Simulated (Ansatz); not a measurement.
# Energies of six collinear spin orders of cubic Mn₃IrN with PBEsol, and their fit by shell couplings

We calculated the energies of six collinear spin orders of Mn₃IrN in its measured cubic cell with PBEsol. Energies are per Mn atom and relative to the parallel order, so a negative value means more stable than parallel.

The table serves a brief for an antiferromagnetic layer in a spintronic stack, where stray field must be small and the spin order must not be easily displaced by another. We set two targets of our own: a net magnetisation below 10 kA/m, and an order at least 20 meV per Mn below every other order considered. A crystal adopts its most stable order whatever the designer prefers, so the material meets the brief only if its lowest order is also a compensated one. We also test whether couplings over three shells of Mn neighbours reproduce the energies well enough to stand in for further runs.

## How the numbers were made

One system, Mn3IrN (antiperovskite, Pm-3m), 5 atom(s) a primitive cell, from measured cells of the Crystallography Open Database. Ansatz 0.2.0, plane waves with default PAW datasets, cutoff 420 eV, Fermi-Dirac smearing of 0.05 eV, k meshes whose coarsest spacing along a reciprocal vector is 0.13 to 0.23 1/Å over all runs (2π included). Functional: PBEsol, no Hubbard U; collinear spins, no spin-orbit coupling. Atoms are fixed. Each order is started from typed moments on Mn, in the primitive cell or in a cell doubled at wavevector q (fractions of the primitive reciprocal vectors), on meshes of about the same density or denser; only runs that kept their pattern of signs are listed. Runs that did not converge or carry a known fault are not listed. The same in all rows: metal or insulator in the row's run, judged by its smearing entropy or density of states at the Fermi energy (a gap under a few smearing widths counts as a metal): metal.

Notes on method and selection:

- In a Heisenberg model with E = -sum over ordered pairs of J e_i.e_j, the energy per magnetic atom is E0 less the sum over shells of J times the listed sum; further shells and changes of moment size are outside it.
- Each state is what a run reaches from typed starting moments; only a few collinear orders were started, so the lowest found need not be the ground state. Spin-orbit coupling is left out of these energies, which are free energies at the smearing width. A magnetic atom is one that was given a starting moment.
- Site moments count the spin inside each program's own atomic sphere, so they depend somewhat on its radius and leave out the spin between the spheres.
- Ansatz's own search for a lower self-consistent state was switched off in these runs, so a run may rest in a state that is not the lowest for its pattern of moments.
- The shell on the horizontal axis is the one of the three whose sum correlates best with the energies.
- Runs that did not converge, have known faults or may not be shown are not listed, and runs on Ansatz's PAW sets soft_1 and soft_2 are kept to separate tables.

Columns:

- shell at 2.77 Å: sum of e_i.e_j over the 8 Mn neighbours at 2.77 Å, mean over magnetic atoms (+1 parallel, -1 opposed).
- shell at 3.91 Å: sum of e_i.e_j over the 6 Mn neighbours at 3.91 Å, mean over magnetic atoms (+1 parallel, -1 opposed).
- shell at 4.79 Å: sum of e_i.e_j over the 16 Mn neighbours at 4.79 Å, mean over magnetic atoms (+1 parallel, -1 opposed).
- moment (μB): largest site spin moment.
- net moment (μB): size of the net spin moment per magnetic atom.
- energy (meV): energy less that of the parallel order, per magnetic atom.

Input lines of one member:

```
magnetization:
  spin_polarized: true
kpoints:
  mp_grid: { grid: [12, 12, 12] }
hamiltonian:
  xc: pbesol
scf:
  occupations: { method: fermi_dirac, width: 0.05 }
  lower_state_search: "off"
```

Command (options for logging and memory left out): `ansatz run input.yaml`

## Table of results

| member | shell at 2.77 Å | shell at 3.91 Å | shell at 4.79 Å | moment (μB) | net moment (μB) | energy (meV) |
| --- | --- | --- | --- | --- | --- | --- |
| opposed q=(0,0,1/2) +--++- | −2.67 | 2 | 5.33 | 2.52 | 0.00 | −244.0 |
| partly opposed ++- | −2.67 | 6 | −5.33 | 2.43 | 0.92 | −215.7 |
| opposed q=(0,1/2,1/2) +-+-+- | 0.00 | −2 | 0.00 | 2.51 | 0.00 | −196.3 |
| opposed q=(1/2,1/2,1/2) +-+-+- | 0.00 | −6 | 0.00 | 2.30 | 0.00 | −129.3 |
| opposed q=(0,0,1/2) +-+-+- | 2.67 | 2 | −5.33 | 2.65 | 0.00 | −172.3 |
| parallel +++ | 8.00 | 6 | 16.00 | 2.46 | 2.88 | 0.0 |

energy (meV) against shell at 2.77 Å (numbers count the rows of the first table from the top):

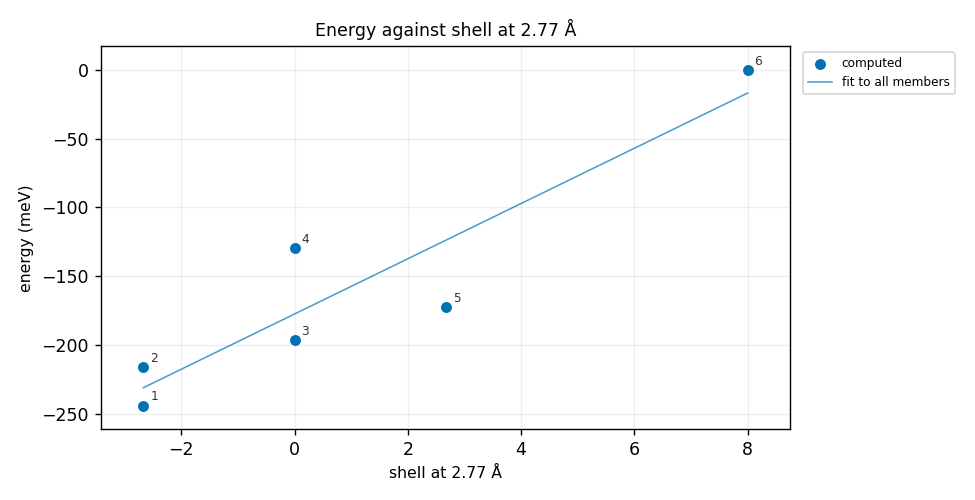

Least-squares fits to the whole series, with x = shell at 2.77 Å; R² and errors in the fitted variable (y, or ln y where the fit is in ln y):

| y | members | fit | R² | rms residual | leave-one-out rms | the same for the mean of the others |
| --- | --- | --- | --- | --- | --- | --- |
| energy (meV) | 6 | y = −177.4 + 20.06 x | 0.85 | 31 | 50 | 96 |

## Mechanism

The lowest of the six is the q=(0,0,1/2) order +--++-, at −244.0 meV. The partly opposed order follows, 244.0 − 215.7 = 28.3 meV higher.

The shell at 2.77 Å sets the broad scale. In the one-shell fit the energy rises by 20 meV per unit of its sum, so opposed neighbours are favoured, as expected for directly overlapping d shells near half filling. The Mn atoms form triangles, and three collinear spins cannot all oppose one another. The best compromise has two opposed pairs and one parallel pair, which gives 8 × (−1/3) = −2.67. Both of the lowest orders sit at this limit, so something beyond the first shell decides between them.

Three shells do not settle it. With s₁, s₂ and s₃ the sums in order of distance, least squares over all six rows gives

E ≈ −180 + 18 s₁ − 2.2 s₂ + 2.2 s₃ (meV, coefficients rounded).

Before rounding, the rms residual is 27 meV, hardly below the 31 meV of one shell. The leave-one-out error is about 166 meV, worse than the 96 meV of the mean of the others. The fit also wrongly places the partly opposed order lowest.

The failure is visible without fitting. In the following values s₁ and s₃ are zero or cancel, so a three-shell model requires a straight line in s₂:

- s₂ = −6: −129.3 meV
- s₂ = −2: −196.3 meV
- s₂ = +2: (−244.0 − 172.3) / 2 = −208.2 meV
- s₂ = +6: (3 × (−215.7) + 0.0) / 4 = −161.8 meV

The energy falls and then rises again, which no choice of three couplings can reproduce.

## Outliers

Largest departures from the fit to the whole series:

| member | energy (meV) | fit | computed − fit | in rms residuals |
| --- | --- | --- | --- | --- |
| opposed q=(0,0,1/2) +-+-+- | −172.3 | −123.8 | −48.5 | 1.6 |
| opposed q=(1/2,1/2,1/2) +-+-+- | −129.3 | −177.4 | +48.1 | 1.6 |
| opposed q=(0,1/2,1/2) +-+-+- | −196.3 | −177.4 | −18.9 | 0.6 |
| parallel +++ | 0.0 | −16.9 | +16.9 | 0.5 |

The two largest departures from the one-shell line, −48.5 meV for q=(0,0,1/2) +-+-+- and +48.1 meV for q=(1/2,1/2,1/2), do not point to faulty runs. A fourth shell removes both. It holds 12 Mn neighbours at 1.414 × 3.91 = 5.53 Å, and its sum s₄ is +12 for the parallel, partly opposed and q=(1/2,1/2,1/2) orders and −4 for the other three. Least squares then gives

E ≈ −190 + 17 s₁ − 2.7 s₂ + 1.7 s₃ + 3.6 s₄ (meV, coefficients rounded),

with, before rounding, an rms residual of 0.3 meV and a leave-one-out error of about 6 meV.

Five constants on six rows leave only one independent check. The s₄ term may also absorb four-spin interactions, changes in moment size or induced moments on iridium, so we read it as an effective coupling.

## Selection

We convert the net moment m per Mn into magnetisation with M = 3 m μ_B / a³, where μ_B = 9.27 × 10⁻²⁴ A m², a = 3.91 Å and a³ = 3.91 × 3.91 × 3.91 = 59.8 Å³. The powers of ten combine to give M in MA/m, and 1 MA/m is 1000 kA/m.

- **Parallel:** 3 × 2.88 × 9.27 / 59.8 = 1.34 MA/m. It fails.
- **Partly opposed:** 3 × 0.92 × 9.27 / 59.8 = 0.428 MA/m. It fails.
- **The four opposed orders:** zero net moment. They pass.

Among the four that pass, +--++- is lowest and is our pick. The runner-up within the brief is q=(0,1/2,1/2), which lies 244.0 − 196.3 = 47.7 meV higher. The closer rival in energy is the partly opposed order, and its margin of 28.3 meV meets the 20 meV target.

An error of the functional that scales all energies alike would leave the ranking unchanged. An error confined to the pick would reverse it at 28.3 / 244.0 = 12% of its energy, and errors of that size are plausible for exchange energies of a metal at this level.

The more serious challenge is a non-collinear order. Related manganese antiperovskite nitrides often adopt a triangular arrangement, with spins at 120° in the primitive cell. For pair couplings of any range, the energy of an order in that cell is linear in the mean e_i.e_j between different Mn sites. This mean is 1 for parallel, −1/3 for partly opposed and −1/2 for triangular spins. Relative to the parallel order, the energy is proportional to one minus this mean, which is 1 + 1/2 = 1.5 for triangular and 1 + 1/3 = 1.333 for partly opposed spins. The estimate is therefore −215.7 × 1.5 / 1.333 = −242.7 meV, only 1.3 meV above the pick and too close to rank.

We therefore keep +--++- as the best collinear candidate, but do not yet accept the material for the brief. A non-collinear run of the triangular order is the next step.

## Summary

Among these six orders, opposed nearest neighbours give the main energy gain, but three shells do not reproduce the energies. A fourth effective coupling does, within this set of collinear states at fixed atoms.

Two omitted effects may matter on the scale of the gaps between the lowest orders. By the pair-coupling estimate above, letting the spins turn to 120° would lower the partly opposed order by about 27 meV per Mn. Relaxing the atoms and cell can only lower the total energy of each order, but by different amounts, because the orders may favour different volumes and most of them break the cubic symmetry. The differences in the table could therefore move either way.

[Logs are printed without paths, hosts, clocks, repeated set-up lines and the standing remarks that a program may print on its own settings, such as how far it seeks lower states.]
